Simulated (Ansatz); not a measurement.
**Sn$_{4}$HO$_{8}$: geometry relaxation (part 2 of 3)**

The same run, continued: Sn$_{4}$HO$_{8}$ (slab, 13 atoms in the cell); DFT PBEsol, scalar-relativistic, plane waves, PAW, spin-polarised (Ansatz 0.2.0); cutoff 420 eV, 8×6×1 k-mesh, Gaussian smearing of 0.05 eV, collinear spins. The structure derives from a Materials Project entry. The input holds or restrains some coordinates. Forces given for the steps count only the free coordinates. It belongs to a series of runs on one base structure; here: H put at a hollow O-O site.

Geometry of the input (Å; fractional positions):
```
3.2120  0.0000  0.0000
0.0000  4.7701  0.0000
0.0000  0.0000  28.0012
O  0.5000  0.1937  0.3036
Sn 0.0000  0.0000  0.3366
O  0.5000  0.8063  0.3696
O  0.0000  0.3063  0.3887
Sn 0.5000  0.5000  0.4217
O  0.0000  0.6937  0.4547
O  0.5000  0.1947  0.4742
Sn 0.0000  -0.0001  0.5070
O  0.5000  0.7961  0.5389
O  0.0000  0.2788  0.5625
Sn 0.5000  0.5126  0.5931
O  0.0000  0.6373  0.6306
H  0.5000  1.1373  0.5963
```

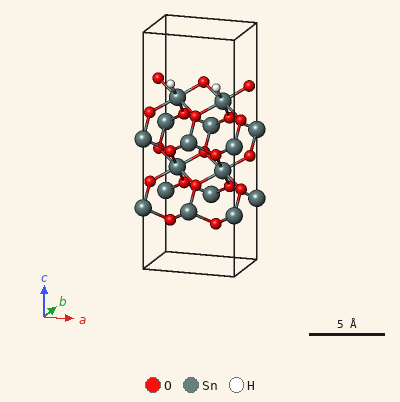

**Figure 1.** The geometry at step 8 of the log (ball-and-stick view of the 2 × 1 repeat of the cell, with the vacuum cut short, seen slightly off an axis).

### Output, continued
```
SCF iter   1: F=—  HF=-28296.940850 eV  |F-HF|=—  |Δ(HF+E_count)|=         —  Δρ=3.68e-3 (↑3.47e-3 ↓3.68e-3)  dr2=2.16e-1  dr2_m=1.46e-2  M=0.990 μB ∫|m|=1.039 μB  β_m=1.20  ethr=2.06e-4  p=-0.078 e·Å  D=-3.30e-2 V/Å  ΔV_dip=0.92 eV  dr2_dipole=1.38e-2  V_vac-E_F(+/−)=7.60/6.68 eV  ⟨swp⟩=1.9  Hψ=9257  notcnv=0  defer=286
efield: sawtooth ramp at fractional position 0.9471 (handed on by an earlier solve), width 0.0400; the density the first Hamiltonian is built on has a dipole p = -0.078 e·Å; the dipole correction subtracts the counter field D = -3.30e-2 V/Å, which shifts the + side's vacuum level by +0.92 eV against the − side's; the planar-averaged density in the ramp window peaks in size at 3.7e-6 e/Å³
preconditioner: auto → Resta (q_TF=auto, 2.158 Å⁻¹)  ε∞=2.0  [insulator: Δε(μ)=0.069 eV  Ē_g=18.447 eV  σ=0.050 eV  W_gap=0.65  n_scr=66 (ndim 8)  ℏωp=18.4 eV  f_vac=0.609  D(μ)=0.44/eV (n_scr^D=2)  ε∞_Penn≈2.0  vacuum switching on, ρ_ref=2.5e-2 e/Å³]
spin=Collinear: Resta preconditioning applied to the charge; magnetization (m = ρ↑ − ρ↓) channel mixes plain (no charge-response kernel on spin).
SCF iter   2: F=—  HF=-28296.932130 eV  |F-HF|=—  |Δ(HF+E_count)|=   8.72e-3  Δρ=2.33e-3 (↑2.02e-3 ↓2.33e-3)  dr2=4.87e-2  dr2_m=1.24e-3  M=0.998 μB ∫|m|=1.038 μB  β_m=1.20  ethr=2.05e-4  p=-0.037 e·Å  D=-1.56e-2 V/Å  ΔV_dip=0.44 eV  dr2_dipole=5.10e-5  V_vac-E_F(+/−)=7.40/6.96 eV  ⟨swp⟩=2.9  Hψ=3474  notcnv=0  defer=286  κ⁻¹=1.0e0(r=1)
density mixer auto → broyden: gapped, with many states about μ (density of states about μ 0.29 of a free-electron gas's, 66 screened modes)
SCF iter   3: F=—  HF=-28296.925120 eV  |F-HF|=—  |Δ(HF+E_count)|=   7.01e-3  Δρ=1.34e-3 (↑1.34e-3 ↓1.34e-3)  dr2=1.70e-2  dr2_m=3.72e-5  M=0.996 μB ∫|m|=1.036 μB  β_m=1.20  ethr=4.63e-5  p=-0.039 e·Å  D=-1.65e-2 V/Å  ΔV_dip=0.46 eV  dr2_dipole=4.48e-5  V_vac-E_F(+/−)=7.39/6.92 eV  ⟨swp⟩=2.1  Hψ=3623  notcnv=0  defer=326  κ⁻¹=6.8e-2(r=2)
SCF iter   4: F=—  HF=-28296.922169 eV  |F-HF|=—  |Δ(HF+E_count)|=   2.95e-3  Δρ=5.56e-4 (↑5.56e-4 ↓5.52e-4)  dr2=2.49e-3  dr2_m=5.79e-6  M=0.995 μB ∫|m|=1.035 μB  β_m=1.20  ethr=1.62e-5  p=-0.035 e·Å  D=-1.48e-2 V/Å  ΔV_dip=0.41 eV  dr2_dipole=9.47e-6  V_vac-E_F(+/−)=7.35/6.93 eV  ⟨swp⟩=2.0  Hψ=3472  notcnv=0  defer=326  κ⁻¹=7.3e-3(r=3)
SCF iter   5: F=—  HF=-28296.922083 eV  |F-HF|=—  |Δ(HF+E_count)|=   8.57e-5  Δρ=1.97e-4 (↑1.94e-4 ↓1.97e-4)  dr2=3.32e-4  dr2_m=2.46e-6  M=0.994 μB ∫|m|=1.034 μB  β_m=1.20  ethr=2.37e-6  p=-0.036 e·Å  D=-1.53e-2 V/Å  ΔV_dip=0.43 eV  dr2_dipole=4.81e-7  V_vac-E_F(+/−)=7.34/6.91 eV  ⟨swp⟩=2.0  Hψ=3271  notcnv=0  defer=326  κ⁻¹=1.5e-3(r=4)
SCF iter   6: F=-28296.922138 eV  HF=-28296.922135 eV  |F-HF|=3.31e-6  |Δ(HF+E_count)|=   5.12e-5  Δρ=6.94e-5 (↑6.94e-5 ↓6.91e-5)  dr2=5.08e-5  dr2_m=5.07e-7  M=0.994 μB ∫|m|=1.034 μB  ethr=9.52e-8  p=-0.036 e·Å  D=-1.51e-2 V/Å  ΔV_dip=0.42 eV  dr2_dipole=3.17e-7  V_vac-E_F(+/−)=7.33/6.91 eV  ⟨swp⟩=27.0  Hψ=31879  notcnv=0
SCF 2 converged in 6 iterations: F = -28296.922138 eV  dr2 = 5.08e-5
relax step   2: F+E_penalty+E_count = -28296.92213802 eV  Δ(F+E_penalty+E_count) = -2.565e-1 eV  max|allowed force component| = 3.155e-1 eV/Å  Δτ_max = 0.1945 Å  (6 SCF iters, dr2 threshold 1.00e-4 eV, accepted)
[... from here on the SCF iterations and repeated set-up lines of each step are left out, up to the last step ...]
SCF 3 converged in 9 iterations: F = -28296.983454 eV  dr2 = 6.48e-8
relax step   3: F+E_penalty+E_count = -28296.98345419 eV  Δ(F+E_penalty+E_count) = -6.132e-2 eV  max|allowed force component| = 4.110e-1 eV/Å  Δτ_max = 0.1949 Å  (9 SCF iters, dr2 threshold 6.22e-6 eV, accepted)
SCF 4 converged in 7 iterations: F = -28297.029586 eV  dr2 = 2.67e-6
relax step   4: F+E_penalty+E_count = -28297.02958599 eV  Δ(F+E_penalty+E_count) = -4.613e-2 eV  max|allowed force component| = 2.389e-1 eV/Å  Δτ_max = 0.1945 Å  (7 SCF iters, dr2 threshold 1.06e-5 eV, accepted)
SCF 5 converged in 6 iterations: F = -28297.057138 eV  dr2 = 1.18e-5
relax step   5: F+E_penalty+E_count = -28297.05713790 eV  Δ(F+E_penalty+E_count) = -2.755e-2 eV  max|allowed force component| = 7.874e-2 eV/Å  Δτ_max = 0.1950 Å  (6 SCF iters, dr2 threshold 1.93e-5 eV, accepted)
SCF 6 converged in 10 iterations: F = -28297.073530 eV  dr2 = 1.76e-8
relax step   6: F+E_penalty+E_count = -28297.07353008 eV  Δ(F+E_penalty+E_count) = -1.639e-2 eV  max|allowed force component| = 8.790e-2 eV/Å  Δτ_max = 0.1947 Å  (10 SCF iters, accepted)
SCF 7 converged in 10 iterations: F = -28297.086288 eV  dr2 = 2.52e-8
relax step   7: F+E_penalty+E_count = -28297.08628777 eV  Δ(F+E_penalty+E_count) = -1.276e-2 eV  max|allowed force component| = 1.100e-1 eV/Å  Δτ_max = 0.1952 Å  (10 SCF iters, accepted)
SCF 8 converged in 7 iterations: F = -28297.100029 eV  dr2 = 6.35e-6
relax step   8: F+E_penalty+E_count = -28297.10002910 eV  Δ(F+E_penalty+E_count) = -1.374e-2 eV  max|allowed force component| = 8.572e-2 eV/Å  Δτ_max = 0.1948 Å  (7 SCF iters, dr2 threshold 1.21e-5 eV, accepted)
SCF 9 converged in 9 iterations: F = -28297.112413 eV  dr2 = 1.86e-7
relax step   9: F+E_penalty+E_count = -28297.11241319 eV  Δ(F+E_penalty+E_count) = -1.238e-2 eV  max|allowed force component| = 1.125e-1 eV/Å  Δτ_max = 0.1982 Å  (9 SCF iters, dr2 threshold 4.46e-6 eV, accepted)
SCF 10 converged in 9 iterations: F = -28297.120205 eV  dr2 = 1.23e-7
relax step  10: F+E_penalty+E_count = -28297.12020542 eV  Δ(F+E_penalty+E_count) = -7.792e-3 eV  max|allowed force component| = 5.019e-2 eV/Å  Δτ_max = 0.2000 Å  (9 SCF iters, dr2 threshold 7.69e-6 eV, accepted)
SCF 11 converged in 12 iterations: F = -28297.108959 eV  dr2 = 7.35e-10
relax step  11: F+E_penalty+E_count = -28297.10895868 eV  Δ(F+E_penalty+E_count) = +1.125e-2 eV  max|allowed force component| = 2.628e-1 eV/Å  Δτ_max = 0.1197 Å  (12 SCF iters, rejected (line search))
SCF 12 converged in 9 iterations: F = -28297.121683 eV  dr2 = 7.62e-8
relax step  12: F+E_penalty+E_count = -28297.12168272 eV  Δ(F+E_penalty+E_count) = -1.477e-3 eV  max|allowed force component| = 4.313e-2 eV/Å  Δτ_max = 0.0538 Å  (9 SCF iters, accepted)
SCF iter   1: F=—  HF=-28297.120329 eV  |F-HF|=—  |Δ(HF+E_count)|=         —  Δρ=4.98e-4 (↑3.77e-4 ↓4.98e-4)  dr2=8.71e-4  dr2_m=4.00e-4  M=1.000 μB ∫|m|=1.062 μB  β_m=1.20  ethr=4.81e-5  p=0.015 e·Å  D=6.54e-3 V/Å  ΔV_dip=-0.18 eV  dr2_dipole=1.13e-5  V_vac-E_F(+/−)=7.19/7.38 eV  ⟨swp⟩=2.1  Hψ=4527  notcnv=0  defer=327
efield: sawtooth ramp at fractional position 0.9471 (handed on by an earlier solve), width 0.0400; the density the first Hamiltonian is built on has a dipole p = 0.015 e·Å; the dipole correction subtracts the counter field D = 6.54e-3 V/Å, which shifts the + side's vacuum level by -0.18 eV against the − side's; the planar-averaged density in the ramp window peaks in size at 4.8e-6 e/Å³
preconditioner: auto → Resta (q_TF=auto, 2.158 Å⁻¹)  ε∞=2.0  [insulator: Δε(μ)=0.466 eV  Ē_g=18.364 eV  σ=0.050 eV  W_gap=1.00  n_scr=66 (ndim 8)  ℏωp=18.4 eV  f_vac=0.601  D(μ)=0.00/eV (n_scr^D=0)  ε∞_Penn≈2.0  vacuum switching on, ρ_ref=2.4e-2 e/Å³]
spin=Collinear: Resta preconditioning applied to the charge; magnetization (m = ρ↑ − ρ↓) channel mixes plain (no charge-response kernel on spin).
SCF iter   2: F=—  HF=-28297.121704 eV  |F-HF|=—  |Δ(HF+E_count)|=   1.37e-3  Δρ=2.22e-4 (↑2.10e-4 ↓2.22e-4)  dr2=3.95e-4  dr2_m=3.71e-6  M=1.000 μB ∫|m|=1.063 μB  β_m=1.20  ethr=8.30e-7  p=0.017 e·Å  D=7.08e-3 V/Å  ΔV_dip=-0.20 eV  dr2_dipole=2.20e-6  V_vac-E_F(+/−)=7.18/7.38 eV  ⟨swp⟩=2.3  Hψ=4187  notcnv=0  defer=326  κ⁻¹=1.0e0(r=1)
density mixer auto → broyden: gapped, with many states about μ (density of states about μ 0.62 of a free-electron gas's, 66 screened modes)
SCF iter   3: F=—  HF=-28297.121693 eV  |F-HF|=—  |Δ(HF+E_count)|=   1.15e-5  Δρ=1.35e-4 (↑1.34e-4 ↓1.35e-4)  dr2=1.47e-4  dr2_m=9.00e-7  M=1.000 μB ∫|m|=1.063 μB  β_m=1.20  ethr=3.76e-7  p=0.018 e·Å  D=7.42e-3 V/Å  ΔV_dip=-0.21 eV  dr2_dipole=7.55e-8  V_vac-E_F(+/−)=7.17/7.38 eV  ⟨swp⟩=2.0  Hψ=2801  notcnv=0  defer=326  κ⁻¹=1.3e-1(r=2)
SCF iter   4: F=—  HF=-28297.121703 eV  |F-HF|=—  |Δ(HF+E_count)|=   1.02e-5  Δρ=3.51e-5 (↑3.51e-5 ↓3.39e-5)  dr2=1.10e-5  dr2_m=2.12e-7  M=1.000 μB ∫|m|=1.063 μB  β_m=1.20  ethr=1.40e-7  p=0.018 e·Å  D=7.67e-3 V/Å  ΔV_dip=-0.21 eV  dr2_dipole=1.02e-7  V_vac-E_F(+/−)=7.17/7.38 eV  ⟨swp⟩=2.0  Hψ=3188  notcnv=0  defer=326  κ⁻¹=1.5e-2(r=3)
SCF iter   5: F=—  HF=-28297.121927 eV  |F-HF|=—  |Δ(HF+E_count)|=   2.24e-4  Δρ=1.47e-5 (↑1.45e-5 ↓1.47e-5)  dr2=1.97e-6  dr2_m=5.63e-8  M=1.000 μB ∫|m|=1.063 μB  β_m=1.20  ethr=1.04e-8  p=0.018 e·Å  D=7.63e-3 V/Å  ΔV_dip=-0.21 eV  dr2_dipole=7.14e-9  V_vac-E_F(+/−)=7.17/7.38 eV  ⟨swp⟩=2.0  Hψ=3207  notcnv=0  defer=326  κ⁻¹=4.7e-3(r=4)
SCF iter   6: F=—  HF=-28297.121928 eV  |F-HF|=—  |Δ(HF+E_count)|=   8.34e-7  Δρ=7.04e-6 (↑7.04e-6 ↓6.89e-6)  dr2=5.06e-7  dr2_m=3.38e-9  M=1.000 μB ∫|m|=1.063 μB  β_m=1.20  ethr=1.88e-9  p=0.018 e·Å  D=7.66e-3 V/Å  ΔV_dip=-0.21 eV  dr2_dipole=9.45e-9  V_vac-E_F(+/−)=7.17/7.38 eV  ⟨swp⟩=2.1  Hψ=3363  notcnv=0  defer=326  κ⁻¹=7.2e-4(r=5)
iter 7 did not close the SCF: its close was put off for a magnetic moment that had not settled (scf_convergence_deferred on its scf_iter line)
SCF iter   7: F=-28297.121928 eV  HF=-28297.121928 eV  |F-HF|=5.58e-8  |Δ(HF+E_count)|=   2.46e-7  Δρ=2.81e-6 (↑2.74e-6 ↓2.81e-6)  dr2=7.34e-8  dr2_m=1.97e-9  M=1.000 μB ∫|m|=1.063 μB  β_m=1.20  ethr=9.52e-11  p=0.018 e·Å  D=7.69e-3 V/Å  ΔV_dip=-0.22 eV  dr2_dipole=1.85e-11  V_vac-E_F(+/−)=7.17/7.38 eV  ⟨swp⟩=19.4  Hψ=23549  notcnv=0  κ⁻¹=1.2e-4(r=6)
SCF iter   8: F=-28297.121928 eV  HF=-28297.121928 eV  |F-HF|=1.34e-8  |Δ(HF+E_count)|=   5.58e-8  Δρ=1.36e-6 (↑1.36e-6 ↓1.34e-6)  dr2=1.37e-8  dr2_m=1.08e-10  M=1.000 μB ∫|m|=1.063 μB  ethr=6.99e-11  p=0.018 e·Å  D=7.70e-3 V/Å  ΔV_dip=-0.22 eV  dr2_dipole=9.71e-13  V_vac-E_F(+/−)=7.17/7.38 eV  ⟨swp⟩=8.7  Hψ=17977  notcnv=0
SCF 13 converged in 8 iterations: F = -28297.121928 eV  dr2 = 1.37e-8
relax step  13: F+E_penalty+E_count = -28297.12192844 eV  Δ(F+E_penalty+E_count) = -2.457e-4 eV  max|allowed force component| = 9.880e-3 eV/Å  Δτ_max = 0.0407 Å  (8 SCF iters, accepted)
WARN: The output density's exchange-correlation potential varies sharply where the density is thin. Do not read a vacuum level from v_tot or v_xc, or from such a field of the output density. On a cell that repeats whose density bears no net charge and no dipole along the vacuum's axis use v_es (v_loc + v_h of the components); under efield.dipole_correction with no amplitude use v_es + v_field, which holds any external_charges[].barrier, or the levels of the report's work_function block, which leave it out; under a non-zero efield.amplitude the vacuum is tilted and has no level; on a cell that repeats and bears such a dipole with no correction it is tilted too, and efield.dipole_correction with no amplitude gives each side of its ramp a level where efield: is served; in a cell that repeats whose density bears a net charge (total_charge, or a fill off its count) it is curved and has none; of a slab under crystal.periodic whose density bears no net charge use v_es, which has a level on each side, short of where the two are joined; of another it falls or rises all the way out and has none; of a slab beside external_charges read slab_vacuum_level instead, which it has where they leave it neutral. The grid or the basis barely resolves most such structure, and the values can differ between equally converged runs; as a rule a tighter scf.convergence.dr2_threshold does not remove it. Where the density itself ripples (under the LDA too) a higher basis.ecutwfc lessens it. The files hold the spikes' plane waves up to the density's cutoff. Files: v_tot_of_output_density and the like, and their columns of v_z.tsv (output.write_potential); v_xc_of_output_density and the like, and their columns of v_comp_z.tsv (output.write_potential_components). Measured: with its Gaussian average of σ = 0.25 Å subtracted twice, the exchange-correlation potential is over 0.1 eV at 2619 of the grid points where the equally averaged density (valence and model cores) is under 1e-3 e/Å³, and 0.686 eV at the most among them, at an averaged density of 4.3e-8 e/Å³. The input density's (outcome.potential() and, of a run that writes arrays, v_tot and v_xc) is over 0.1 eV, so measured, at 561 points of its own thin density, 0.494 eV at the most. See output.write_potential in the manual, Limitations
SCF converged after 8 iterations
Stability not checked: this state was not tested for a lower state beside it, because the mixer in use, unlike msr1, does not test its closes by its own steps (another_mixer; see scf.mixing.algorithm and scf.lower_state_search)
Magnetization: 1.0000 μB (53.0000 up, 52.0000 down)
Absolute magnetization: 1.0639 μB (∫|ρ↑−ρ↓|, with the PAW one-centre terms)
Spin contamination: 0.0069 ħ² per cell (⟨S²⟩ above its minimum at these occupations)
Per-site moments (μB) at R_I (Å): [(0.000932930502411603, 0.8540331390805364), (-6.888830479435387e-6, 0.8521495754884733), (0.00013803300578833595, 0.8521495754884738), (0.0006868295716635209, 0.8521495754884733), (3.6597317285129955e-5, 0.8521495754884738), (0.0009875030837282791, 0.8532906909630427), (0.003839114648419799, 0.8533921712867103), (-0.0003153781361252644, 0.8448992655245219), (0.011507443685228526, 0.8419853581079508), (0.03692709665977013, 0.8448992655245219), (0.009796190895929698, 0.7783418620381667), (0.3848150127602705, 0.8457601725636266), (0.37516441920700927, 0.7783418620381667)]
Free energy (F): -28297.121928 eV
Harris-Foulkes:  -28297.121928 eV  (|F-HF|=1.34e-8)
Internal energy: -28297.121928 eV  (E = F + TS)
E sigma→0 (E₀):  -28297.121928 eV
Fermi energy:    -1.553570 eV
Dipole field:    D = 0.007694 V/Å  (p = 0.018242 e·Å, saw-weighted, corrected)
Work function:   Φ+ = 7.1659 eV   Φ− = 7.3813 eV
Levels:          The Fermi level and band energies are counted from a zero that moves with the ramp; work functions are not
--- Per-component energies (eV) ---
  E_band       = -1385.544042
  E_kinetic    = 2161.137705
  E_local      = -135727.523458  (includes V_loc(G=0)·N_el)
  E_nonlocal   = 278.000472
  E_hartree    = 67400.472416
  E_xc         = -2093.199129
  E_vxc        = -1130.298578  (∫ρ·V_xc dr)
  E_paw        = -17520.261328  (= ΣΔE_a)
  E_vpaw       = -1767.835313  (= ΣTr[D̂ρ^β])
  E_aug_tail   = 0.018599  (compensation charges beyond the density's cutoff)
  E_efield     = 0.000070  (sawtooth field / dipole correction)
  E_vefield    = 0.014121  (∫n·V_field dr)
  E_ewald      = 57202.811063
  E_core_change = 1.421662  (= ΣΔE_core)
  E_smearing   = -0.000000  (= −TS)
  E_closure    = -0.000000  (closes the sum)
  Σ components = -28297.121928   (vs F -28297.121928, Δ=0.00e0)
--- Forces (eV/Å), atoms counted from 1 ---
  atom   1  O      0.00000000    -1.35282262     0.21550419
  atom   2  Sn     0.00000000     2.29627383    -0.41366370
  atom   3  O      0.00000000    -0.72742018    -0.04510009
  atom   4  O      0.00000000     0.06056456     0.17092874
  atom   5  Sn     0.00000000    -0.35754268     0.08400873
  atom   6  O      0.00000000     0.08256776    -0.01493254
  atom   7  O      0.00000000    -0.00187717     0.00063666
  atom   8  Sn     0.00000000     0.00637663     0.00149806
  atom   9  O      0.00000000    -0.00571457     0.00826765
  atom  10  O      0.00000000    -0.00907825     0.00968976
  atom  11  Sn     0.00000000     0.00917978    -0.00417625
  atom  12  O      0.00000000    -0.00366199    -0.00281168
  atom  13  H      0.00000000     0.00315684    -0.00988044
  max |Σ_I F_I| component: 3.09e-5 eV/Å
--- Band table (eV; the first three rows and the last of 40) ---
  k-point 0 ↑: bands = ["-22.7122", "-22.4927", "-22.2145", "-22.0269", "-21.7825", "-21.7659", "-21.7599", "-21.7501", "-21.7499", "-21.7432", "-21.7252", "-21.6521", "-21.6174", "-21.5686", "-21.5553", "-21.5507", "-21.5474", "-21.5027", "-21.4647", "-21.3814", "-20.3966", "-19.9060", "-19.2049", "-18.4865", "-18.1379", "-17.7718", "-17.4056", "-17.1868", "-9.5407", "-8.5311", "-7.1631", "-5.9610", "-5.5095", "-5.4011", "-5.1011", "-4.9755", "-4.4915", "-4.3092", "-4.2954", "-3.9510", "-3.8618", "-3.3858", "-3.2035", "-3.0198", "-2.9831", "-2.8441", "-2.7456", "-2.6102", "-2.5016", "-2.4011", "-2.3821", "-2.1298", "-1.8370", "-0.2940", "0.9202", "2.4534", "3.6558", "4.2965", "4.5159", "4.6735", "5.2261", "5.4180", "5.7521", "6.0466", "6.3046", "6.8452"]
  k-point 1 ↑: bands = ["-22.6824", "-22.4933", "-22.2517", "-22.0701", "-21.7799", "-21.7662", "-21.7586", "-21.7505", "-21.7499", "-21.7433", "-21.7351", "-21.6519", "-21.6151", "-21.5700", "-21.5597", "-21.5513", "-21.5473", "-21.5022", "-21.4645", "-21.3814", "-20.2980", "-19.7809", "-19.0685", "-18.6517", "-18.1896", "-17.8715", "-17.4061", "-17.2624", "-9.3495", "-8.3502", "-7.0847", "-6.2664", "-5.5995", "-5.4197", "-5.1467", "-4.9291", "-4.4395", "-4.3621", "-4.3342", "-3.9905", "-3.8230", "-3.5201", "-3.2817", "-3.0260", "-2.9986", "-2.7841", "-2.7508", "-2.7484", "-2.5130", "-2.3779", "-2.2894", "-2.1716", "-1.8736", "0.0434", "1.1437", "2.4948", "3.5200", "4.3778", "4.5742", "4.7842", "5.0137", "5.5882", "5.8033", "6.0545", "6.3829", "7.0165"]
```
